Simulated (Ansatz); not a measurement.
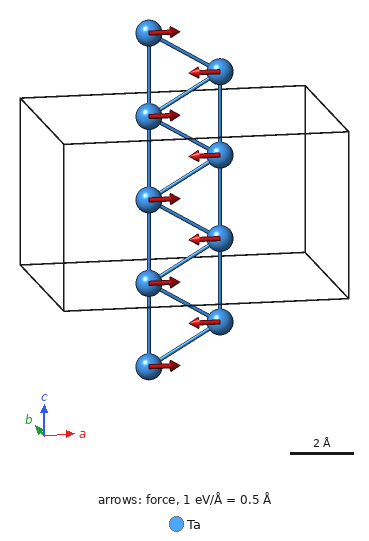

Starting geometry of a wire of composition Ta with the computed forces as red arrows. Style: ball-and-stick. Shown: the 2 repeat of the cell, with the vacuum cut short, slightly off an axis.

Case: strip chain of atoms.

Method: DFT PBE, scalar-relativistic, plane waves, PAW in Ansatz. (plane-wave cutoff 420 eV; k-point mesh 1 × 1 × 23; occupations gaussian; smearing width 0.05 eV; collinear spin; cell relaxed at fixed a, b, alpha, beta, gamma; force threshold 0.01 eV/Å; at most 45 steps)

Q: What follows when this structure is relaxed?

A: It isn't relaxed: the largest force vector, on Ta atoms, is 2.09 eV/Å. The atoms end up moving mostly along the starting forces (cosine between the two patterns 1.00). After 8 accepted moves (10 points after the start) the energy has fallen by 0.337 eV per cell of the calculation. The largest force component goes from 2.1 to 0.0011 eV/Å. The line search rejected the trial step at point 6 of the run. At 1 point the geometry stayed and the basis and grid were re-selected for the new cell (energy shift of less than 0.05 meV per cell of the calculation at most each time). The largest moves relative to the layer's centre, 0.12 Å, are those of Ta atoms. Along the periodic axis the drawn cell goes c 5.484 → 5.494 Å (+0.2 %). Some distances before and after: Ta–Ta 2.702 → 2.503 Å, Ta–Ta 2.742 → 2.747 Å. Bond angles that change, for instance: Ta–Ta–Ta 61.0° → 66.6°, Ta–Ta–Ta 120.5° → 123.3°, Ta–Ta–Ta 59.5° → 56.7°. The program noted that the starting moments weren't kept. The run took 120 s on 2 threads of AMD EPYC 7R43 64-Core Processor (Zen 3) (shared host), peak memory 0.62 GiB.

Limits of the set-up: the k-point mesh is coarse for a cell with partly filled bands.
